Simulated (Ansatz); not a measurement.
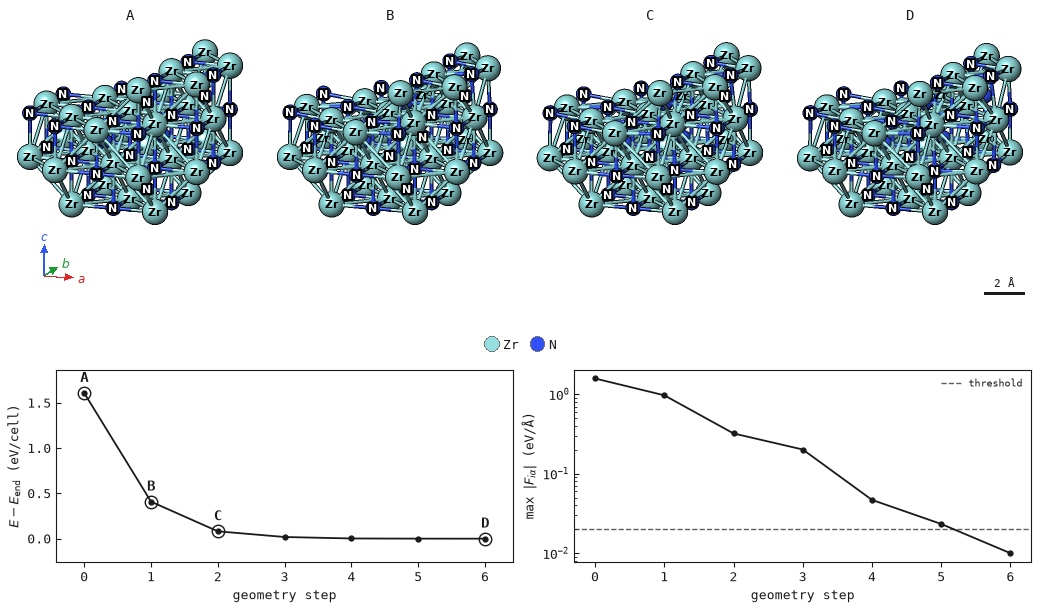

Frames of a constrained relaxation of a slab of composition ZrN (cut from the Fm-3m phase), marked on the history of the run. Style: ball-and-stick. Shown: the atoms within 5.8 Å of the atom that moves most (axes of the 1 × 2 repeat of the cell, outlined in the plane, without the vacuum (origin shifted)), slightly off an axis.

Case: stripe over 1 of 3 cells, two steps. 12 atoms are held fixed.

Computed with DFT PBE, scalar-relativistic, plane waves, PAW (Ansatz 0.2.0). (plane-wave cutoff 420 eV; k-point mesh 3 × 8 × 1; occupations gaussian; smearing width 0.1 eV; no spin polarisation; dipole correction; atoms relaxed in a fixed cell; force threshold 0.02 eV/Å; at most 45 steps)

### What happens along the run?

The largest moves, 0.21 Å, are those of Zr atoms. Largest moves by element: Zr 0.21 Å, N 0.17 Å. The lattice vectors keep their values. Near-neighbour distances that change, for instance: N–Zr 2.297 → 2.058 Å, Zr–Zr 3.249 → 3.468 Å, N–Zr 2.297 → 2.092 Å, N–Zr 2.297 → 2.468 Å. Among the angles between lasting bonds that change: Zr–N–Zr 180.0° → 169.9°, Zr–N–Zr 180.0° → 171.5°, Zr–N–Zr 90.0° → 97.8°. After 6 geometry steps the energy has fallen by 1.609 eV per cell of the calculation. The largest force component goes from 1.6 to 0.01 eV/Å. The run took 12 min on 4 threads of Arm Neoverse V2, with other jobs on the host, peak memory 5.2 GiB. From step 0 to 1: Zr atoms move most (0.19 Å), energy −1.200 eV per cell of the calculation. From step 1 to 2: N atoms move most (0.09 Å), energy −0.328 eV per cell of the calculation. From step 2 to 6: Zr atoms move most (0.06 Å), energy −81.1 meV per cell of the calculation.

| step | E − E(0), meV/atom | largest force component, eV/Å |
| --- | --- | --- |
| 0 | 0.00 | 1.5771 |
| 1 | -30.00 | 0.9689 |
| 2 | -38.19 | 0.3209 |
| 3 | -39.76 | 0.2015 |
| 4 | -40.17 | 0.0468 |
| 5 | -40.21 | 0.0233 |
| 6 | -40.22 | 0.0100 |
